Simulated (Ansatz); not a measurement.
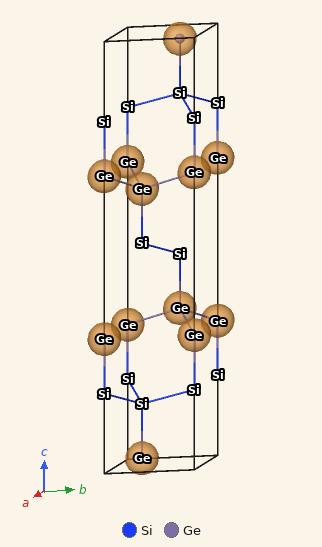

SiGe. Isosurface of the valence charge density (pseudo) at 1 e/Å³ (orange), seen slightly off an axis. Sticks mark near contacts.

Space group R-3m; started from the ordered alloy on diamond lattice prototype, which need not be the ambient phase; changed on purpose from its base cell (biaxial xy strain +4.5%); computed pressure about −6 GPa in this cell.

All numbers below come from Ansatz, DFT, HSE06, plane waves, PAW.

What does this surface tell about the bonding?

At this value the density breaks into separate islands; it holds about 55 % of the electrons treated as valence (semicore included). It bridges none of the near contacts. It is pinched off along the shortest Si–Ge (2.43 Å), Si–Si (2.48 Å) and Ge–Ge (2.51 Å) contacts. On the grid the lowest density along these lines, outside the cores, is 0.52 e/Å³ (Si–Ge, 2.43 Å), 0.49 e/Å³ (Si–Si, 2.48 Å) and 0.48 e/Å³ (Ge–Ge, 2.51 Å).

Does the calculation make it a metal, or give it a gap?

It is gapped, with a Kohn–Sham gap of 0.40 eV on the k-point mesh, an upper bound to the gap of this method.
